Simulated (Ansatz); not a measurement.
Cell and atoms:

```xyz
2
Lattice="4.1394 0.0000 0.0000 0.0000 4.1394 0.0000 0.0000 0.0000 3.6045" Properties=species:S:1:pos:R:3 pbc="T T T"
Hg    0.0000    0.0000    0.0000
Hg    2.0697    2.0697    1.8023
```

> Describe what this structure looks like.

The element is mercury. It belongs to space group I4/mmm (No. 139) and has a body-centred tetragonal lattice. The cell holds two atoms. The Hg atoms are each bonded to ten Hg at 3.44 to 3.60 Å. The bonds build a three-dimensional framework.

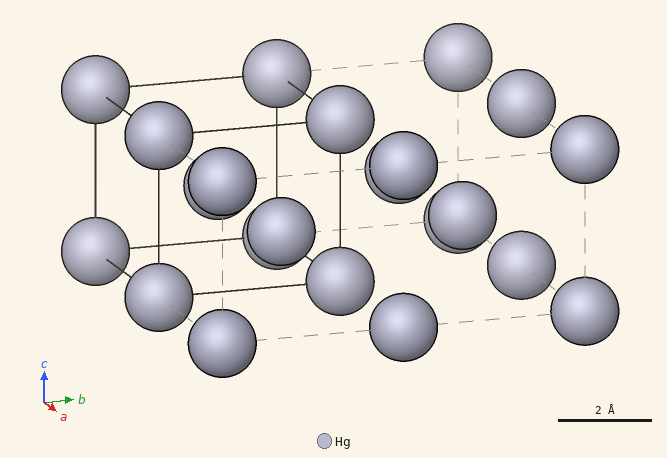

Crystal structure, spheres-only style, seen slightly off an axis. The picture spans 2×2×1 cells, one conventional unit cell being drawn with solid lines. Colours: mercury light grey.

Starting structure: a structure listed in the Materials Project. Earlier steps of the study may have refined or changed the cell and positions. It was run through Ansatz as a DFT input.
